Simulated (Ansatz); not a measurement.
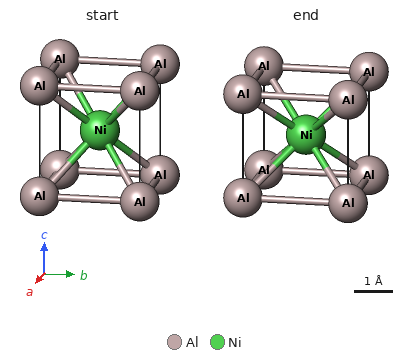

The structure of solid AlNi (set up in Cmmm) before (left) and after (right) a relaxation, at one scale.

Style: ball-and-stick. Shown: the cell of the calculation, slightly off an axis.

Level of theory: DFT PBE, scalar-relativistic, plane waves, PAW in Ansatz 0.2.0.

Input file:
```yaml
crystal:
  lattice:
    - [1.938694, -1.95319015, 0.0]
    - [1.938694, 1.95319015, 0.0]
    - [0.0, 0.0, 3.0994300413]
  atoms:
    - { symbol: Al, position: [0.0, 0.0, 0.0] }
    - { symbol: Ni, position: [0.5, 0.5, 0.5] }
basis:
  ecutwfc: 420
kpoints:
  mp_grid: { grid: [16, 16, 14] }
hamiltonian:
  xc: pbe
scf:
  occupations: { method: gaussian, width: 0.1 }
output:
  forces: true
  stress: true
  eigenvalues: true
  write_density: true
  write_potential: true
  elf: true
  volumetric_format: npy
relax:
  adjacent_minimum: "off"
  f_tol: 0.005
  max_steps: 80
  cell: { stress_tol: 0.05 }
```

Launched with:
```bash
ansatz run input.yaml --threads 1 --pin off --max-ram 2560MiB --backend cpu --events-out ev --progress --plain --runs-dir out
```

Question: Summarise the run.

Answer: Over 5 accepted moves (7 points after the start) the energy falls by 27.8 meV per atom. All forces vanish by symmetry, so only the cell relaxes. Pressure: 5.85 GPa at the start and 0.00 GPa at the end. At 2 points the geometry stayed and the basis and grid were re-selected for the new cell (energy shift of 0.5 meV per atom at most each time). No atom moves by more than 0.005 Å relative to the cell. Cell: a = b 2.752 → 2.889 Å (+5.0 %), c 3.099 → 2.901 Å (−6.4 %), γ 90.4° → 90.0°. Volume +3.2 %. Among the contacts that change: Al1–Al1 2.752 → 2.889 Å, Ni2–Ni2 2.752 → 2.889 Å, Al1–Ni2 2.482 → 2.505 Å. The space group (tolerance 0.01 Å) goes from Cmmm (No. 65) to P4/mmm (No. 123). The run took 2.7 min on 1 thread of Arm Neoverse N1 (shared host), peak memory 0.53 GiB.
